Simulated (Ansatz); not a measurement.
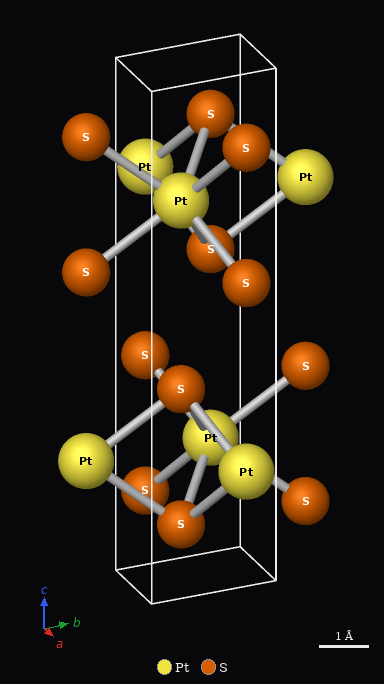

The image is a ball-and-stick drawing of a crystal, viewed slightly off an axis. The frame is the conventional unit cell; atoms at its boundary are shown with their periodic copies. Every bond is drawn to its end, so some atoms lie outside the box.

PtS2, space group P6_3/mmc (No. 194), a = 3.44 Å, b = 3.44 Å, c = 10.71 Å, α = 90.00°, β = 90.00°, γ = 120.00°.

The numbers come from DFT, PBE, plane waves, PAW (Ansatz), using a cutoff energy of 420 eV, a 12×12×4 k-point grid, Fermi-Dirac smearing of 0.02 eV, no spin polarisation.

### Is the electronic structure metallic or gapped?

A metal: bands cross the Fermi level.

### What is the pressure at this volume?

The computed pressure is 3.3 GPa (compressed: it would expand).

Provenance: a structure type filled with these elements by a generator (whether the compound takes this form wasn't checked). Earlier steps of the study may have refined or changed the cell and positions. It was run through Ansatz as a DFT input.
